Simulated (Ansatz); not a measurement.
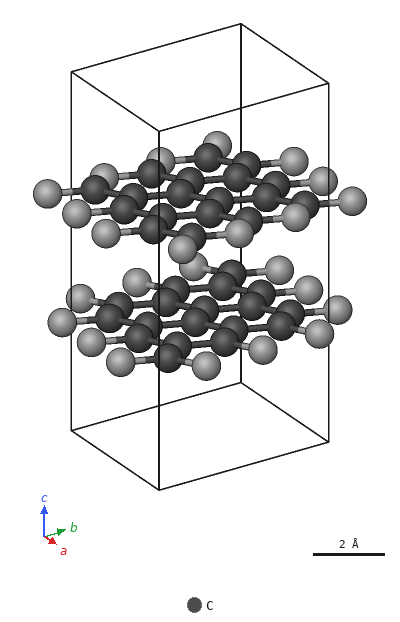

The input geometry (ball-and-stick view of the 3 × 3 repeat of the cell, with the vacuum cut short, seen slightly off an axis; neighbours outside the cell are drawn fainter). An atom can appear more than once, as a periodic image.

**Run report: C, single-point calculation**

System: C (slab, 4 atoms in the cell).
Method: DFT PBE+D3(BJ), scalar-relativistic, plane waves, PAW, PAW set soft_1, no spin polarisation (Ansatz 0.2.0).

The structure derives from an entry of the Crystallography Open Database.

Input:
```yaml
crystal:
  lattice:
    - [2.4656524409, 0.0, 0.0]
    - [-1.2328262205, 2.1353176508, 0.0]
    - [0.0, 0.0, 17.5000663883]
  atoms:
    - { symbol: C, position: [0.6666666667, 0.3333333333, 0.2571437784] }
    - { symbol: C, position: [0.3333333333, 0.6666666667, 0.2571418816] }
    - { symbol: C, position: [0.8333333333, 0.6666666667, 0.4548592109] }
    - { symbol: C, position: [1.1666666667, 0.3333333333, 0.4548573141] }
basis:
  ecutwfc: 420
kpoints:
  mp_grid: { grid: [15, 15, 1] }
hamiltonian:
  xc: pbe
  pseudopotentials: { kind: paw, azcp: { folder: soft_1 } }
  dispersion: d3bj
scf:
  occupations: { method: gaussian, width: 0.1 }
output:
  forces: true
  eigenvalues: true
efield:
  axis: 3
  dipole_correction: true
  ramp_width: 0.04
```

Launch command:
```bash
ansatz run input.yaml --threads 1 --pin off --max-ram 3072MiB --backend cpu --events-out ev --progress --plain --runs-dir out
```

Log:
```
Warning: the atoms were moved onto the symmetric positions of the space group found under crystal.symmetry.tolerance 1.0e-5 (fractional; no operation is sought that the atoms, as they stand in a round, miss by more than twice it, and no atom is moved by as much as it), and the run uses the moved positions. Before a round's move an operation carried an atom to 3.32e-5 Å from where it should land, the largest such distance. Atom 0 (counting from 0) moved farthest, by 1.66e-5 Å; the longest move in fractions of the cell, of whichever atom, is 0.09 of the tolerance, in 1 round. To run the atoms as typed, lower crystal.symmetry.tolerance until the operations that they miss are no longer found, or set crystal.symmetry.detect: false (a key that needs symmetry detection or time reversal refuses this as the deck is read). The positions used, in the order of the run's atom list: position: [0.6666666666500001, 0.3333333333, 0.25714283000000004]; position: [0.33333333335, 0.6666666667, 0.25714283000000004]; position: [0.83333333335, 0.6666666667, 0.4548582625]; position: [1.16666666665, 0.3333333333, 0.4548582625]; The lattice was moved too: crystal.lattice keeps the space group found at crystal.symmetry.tolerance 1.0e-5 only nearly: the operation that it misses by the most changes a squared length by the fraction 4.68e-11. The run uses the lattice that is a stretch of the typed one, with no rotation, onto the one that keeps every operation to a double's rounding (on a very oblique basis the stretch itself rounds by more); the deck's lattice vector that moved farthest moved by 2.89e-11 Å. To run the lattice as typed, set crystal.symmetry.detect: false, as for the atoms. crystal.lattice made exact, in Å and degrees: [[2.4656524409, 2.8867535779013515e-11, 0.0], [-1.232826220475, 2.135317650785566, 0.0], [0.0, 0.0, 17.5000663883]]. Pasted over the deck's crystal.lattice, beside positions in fractional coordinates, it runs the same cell (given as lengths and angles, that cell in the form's own orientation, a rigid turn of the misfit's size from the one run here, for which a checkpoint.post_process_only pass over this run's state can be refused: where this run relaxes nothing, give such a pass this deck's own crystal.lattice, as typed; behind a relaxation, as crystal.lattice, the state's own cell, identity.cell in its checkpoint.json), and a matrix so pasted ends this notice, except on a very skew basis of the lattice, where the rounding of the pasted numbers themselves can read as a misfit: the cell is then moved again, and that move is told again. The lattice as run is in this notice's lattice.as_run_ang field (Run.prep()["deck_notices"] in Python, the deck_notice line of an events file, deck_notices of ansatz run --dry-run=json, or deck_notices in record.json in the deck's checkpoint.write directory).
Engine: ansatz 0.2.0, aarch64-unknown-linux-gnu
Pseudopotentials: kind: paw
Pseudopotential: C, paw, valence charge 4, recommended cutoff 420 eV (normal), [file]
Functional definition: PBE
  parameter kappa = 0.804
  parameter beta = 0.06672455060314922
  exchange = pbe_x(kappa = kappa, mu = beta*pi^2/3)
  correlation = pbe_c(beta = beta)
Crystal: 4 atoms, lattice volume = 92.137 Å³
Basis set: ecut = 420 eV, 1745 PW (Γ), exchange–correlation on 36×36×240 points (8 copies of the dense FFT grid, shifted against one another)
Bands: 12, of which v1, the nominal top of the filled ones, is band 8 counted from 1 (7 counted from 0)
Symmetry: 4 space group operations
k-points: 64 of 225
Non-local potential: C, projectors of the file, l = 0: 2, l = 1: 2, l = 2: 1
PAW form: soft (Blöchl's): semilocal exchange-correlation on the pseudo side does not see the compensation charge
PAW one-centre angular grid: C, 110 points (default); XC on 64 Gauss nodes
Initial density: superposition of atomic densities (neutral atoms: chi_scale 0, normalization atom)
Initial wavefunctions: pseudopotential atomic-orbital guess
Functional: x = pbe(κ = 0.804, μ = 0.2195149727645171), c = pbe(β = 0.06672455060314922)
SCF iter   1: F=—  HF=-1006.459256 eV  |F-HF|=—  |Δ(HF+E_count)|=         —  Δρ=7.90e-2  dr2=5.16e0  ethr=3.10e-3  p=-0.000 e·Å  D=-2.24e-7 V/Å  ΔV_dip=0.00 eV  dr2_dipole=6.83e-8  V_vac-E_F(+/−)=8.27/8.27 eV  ⟨swp⟩=6.4  Hψ=5297  notcnv=0
efield: sawtooth ramp at fractional position 0.8360 (placed from the atoms, in the widest stretch of the axis that holds none; the zero of the levels goes with the place), width 0.0400; the density the first Hamiltonian is built on has a dipole p = -0.000 e·Å; the dipole correction subtracts the counter field D = -2.24e-7 V/Å, which shifts the + side's vacuum level by +0.00 eV against the − side's; the planar-averaged density in the ramp window peaks in size at 2.5e-7 e/Å³
preconditioner: auto → LDOS  [insulator: Δε(μ)=0.141 eV  Ē_g=16.293 eV  σ=0.100 eV  W_gap=0.68  n_scr=10 (ndim 8)  ℏωp=15.5 eV  f_vac=0.570  D(μ)=0.12/eV (n_scr^D=2)  ε∞_Penn≈1.9  β→1.0]
SCF iter   2: F=—  HF=-1004.645756 eV  |F-HF|=—  |Δ(HF+E_count)|=    1.81e0  Δρ=2.95e-2  dr2=9.32e-1  ethr=3.10e-3  p=-0.001 e·Å  D=-2.66e-3 V/Å  ΔV_dip=0.05 eV  dr2_dipole=5.90e-5  V_vac-E_F(+/−)=2.47/2.43 eV  ⟨swp⟩=4.0  Hψ=2739  notcnv=0
SCF iter   3: F=—  HF=-1004.224911 eV  |F-HF|=—  |Δ(HF+E_count)|=   4.21e-1  Δρ=2.42e-3  dr2=1.86e-2  ethr=3.10e-3  p=0.001 e·Å  D=2.83e-3 V/Å  ΔV_dip=-0.05 eV  dr2_dipole=7.06e-5  V_vac-E_F(+/−)=4.56/4.61 eV  ⟨swp⟩=3.2  Hψ=2155  notcnv=0
SCF iter   4: F=—  HF=-1004.222912 eV  |F-HF|=—  |Δ(HF+E_count)|=   2.00e-3  Δρ=1.82e-3  dr2=1.42e-2  ethr=1.16e-4  p=-0.001 e·Å  D=-2.32e-3 V/Å  ΔV_dip=0.04 eV  dr2_dipole=5.82e-5  V_vac-E_F(+/−)=4.16/4.12 eV  ⟨swp⟩=3.6  Hψ=1987  notcnv=0
SCF iter   5: F=—  HF=-1004.219393 eV  |F-HF|=—  |Δ(HF+E_count)|=   3.52e-3  Δρ=7.08e-4  dr2=2.20e-3  ethr=8.87e-5  p=-0.000 e·Å  D=-9.41e-4 V/Å  ΔV_dip=0.02 eV  dr2_dipole=9.12e-6  V_vac-E_F(+/−)=4.22/4.21 eV  ⟨swp⟩=2.0  Hψ=1023  notcnv=0
SCF iter   6: F=—  HF=-1004.218885 eV  |F-HF|=—  |Δ(HF+E_count)|=   5.08e-4  Δρ=9.39e-5  dr2=3.95e-5  ethr=1.37e-5  p=-0.000 e·Å  D=-1.15e-4 V/Å  ΔV_dip=0.00 eV  dr2_dipole=1.90e-7  V_vac-E_F(+/−)=4.26/4.26 eV  ⟨swp⟩=2.2  Hψ=1103  notcnv=0
SCF iter   7: F=—  HF=-1004.218880 eV  |F-HF|=—  |Δ(HF+E_count)|=   5.48e-6  Δρ=2.30e-5  dr2=3.62e-7  ethr=2.47e-7  p=-0.000 e·Å  D=-3.01e-5 V/Å  ΔV_dip=0.00 eV  dr2_dipole=3.09e-9  V_vac-E_F(+/−)=4.27/4.27 eV  ⟨swp⟩=2.4  Hψ=1219  notcnv=0
SCF iter   8: F=—  HF=-1004.218880 eV  |F-HF|=—  |Δ(HF+E_count)|=   7.96e-8  Δρ=6.99e-6  dr2=1.13e-7  ethr=6.25e-10  p=0.000 e·Å  D=5.98e-5 V/Å  ΔV_dip=-0.00 eV  dr2_dipole=1.31e-8  V_vac-E_F(+/−)=4.27/4.27 eV  ⟨swp⟩=10.3  Hψ=5488  notcnv=0
SCF iter   9: F=-1004.218880 eV  HF=-1004.218880 eV  |F-HF|=1.32e-8  |Δ(HF+E_count)|=   2.87e-8  Δρ=3.04e-6  dr2=1.41e-8  ethr=6.25e-10  p=-0.000 e·Å  D=-1.47e-5 V/Å  ΔV_dip=0.00 eV  dr2_dipole=3.56e-9  V_vac-E_F(+/−)=4.27/4.27 eV  ⟨swp⟩=6.7  Hψ=3475  notcnv=0
SCF 1 converged in 9 iterations: F = -1004.218880 eV  dr2 = 1.41e-8
  greatest PAW one-centre occupation: 0.673 electrons in one spin orbital (limit 2), on the C atom at site 1 (counted from 0), in its partial waves of l = 0
SCF converged after 9 iterations
Free energy (F): -1004.218880 eV
Harris-Foulkes:  -1004.218880 eV  (|F-HF|=1.32e-8)
Internal energy: -1004.218461 eV  (E = F + TS)
E sigma→0 (E₀):  -1004.218671 eV
Entropy (-TS):   -0.000419 eV (-0.105 meV/atom)
Fermi energy:    0.055633 eV
Dipole field:    D = 0.000104 V/Å  (p = 0.000053 e·Å, saw-weighted, corrected)
Work function:   Φ+ = 4.2712 eV   Φ− = 4.2731 eV
Levels:          The Fermi level and band energies are counted from a zero that moves with the ramp; work functions are not
--- Per-component energies (eV) ---
  E_band       = -145.319113
  E_kinetic    = 353.955294
  E_local      = -5970.009553  (includes V_loc(G=0)·N_el)
  E_nonlocal   = 93.739787
  E_hartree    = 2819.794539
  E_xc         = -187.784294
  E_vxc        = -231.235530  (∫ρ·V_xc dr)
  E_paw        = -400.388557  (= ΣΔE_a)
  E_vpaw       = -31.358603  (= ΣTr[D̂ρ^β])
  E_aug_tail   = 0.000065  (compensation charges beyond the density's cutoff)
  E_efield     = 0.000000  (sawtooth field / dipole correction)
  E_vefield    = 0.000000  (∫n·V_field dr)
  E_ewald      = 2286.943770
  E_disp       = -0.469512  (pairwise vdW)
  E_smearing   = -0.000419  (= −TS)
  E_closure    = -0.000000  (closes the sum)
  Σ components = -1004.218880   (vs F -1004.218880, Δ=0.00e0)
--- Forces (eV/Å), atoms counted from 1 ---
  atom   1  C     -0.00000000     0.00195241     0.00609392
  atom   2  C      0.00000000    -0.00195241     0.00609392
  atom   3  C      0.00000000    -0.00201061    -0.00615303
  atom   4  C     -0.00000000     0.00201061    -0.00615303
  max |Σ_I F_I| component: 1.18e-4 eV/Å
--- Band table (eV; the first three rows and the last of 64) ---
  k-point 0: bands = ["-19.5197", "-19.4015", "-7.9667", "-7.1347", "-2.9780", "-2.9741", "-2.9696", "-2.9647", "3.4414", "3.9036", "4.8054", "6.5889"]
  k-point 1: bands = ["-19.4144", "-19.2970", "-7.8395", "-7.0108", "-3.4010", "-3.3929", "-3.2009", "-3.1870", "3.5829", "4.0463", "4.9483", "6.7239"]
  k-point 2: bands = ["-19.0992", "-18.9841", "-7.4600", "-6.6414", "-4.5341", "-4.5174", "-3.7660", "-3.7504", "4.0073", "4.4739", "5.3770", "7.1142"]
  k-point 63: bands = ["-15.7268", "-15.6376", "-10.1921", "-10.1363", "-8.2437", "-8.2060", "-3.5338", "-2.9036", "3.2512", "3.7232", "8.6264", "9.0430"]
```

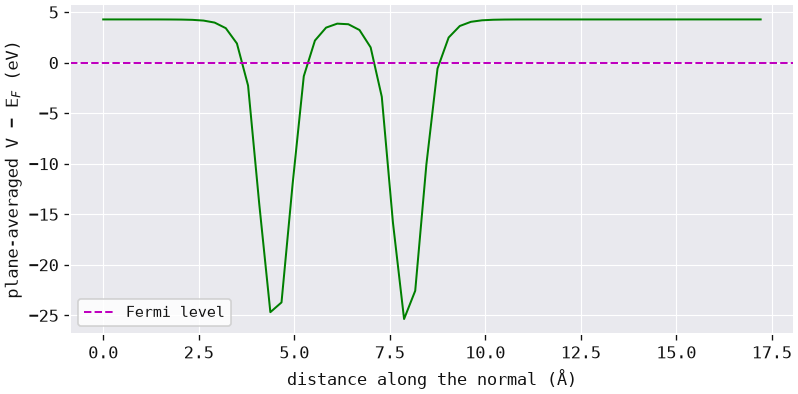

Plane average of the electrostatic potential energy of an electron across the cell, from the Fermi level. The vacuum level lies 4.27 eV above the Fermi level.

Key numbers:

```tsv
quantity	value
outcome	converged
electrons treated	16
free energy	−1004.2189 eV
work function, top face	4.27 eV
work function, bottom face	4.27 eV
Fermi energy	0.056 eV
gap on the k-point mesh	0.19 eV
work function (upper face)	4.27 eV
largest force (length of the vector)	0.006 eV/Å
hardware	1 thread of Arm Neoverse V1, 24 GiB of memory available, shared host
wall time	10 s
peak memory	0.35 GiB
```

Remarks:

Warnings of the run: the structure was made exactly symmetric.
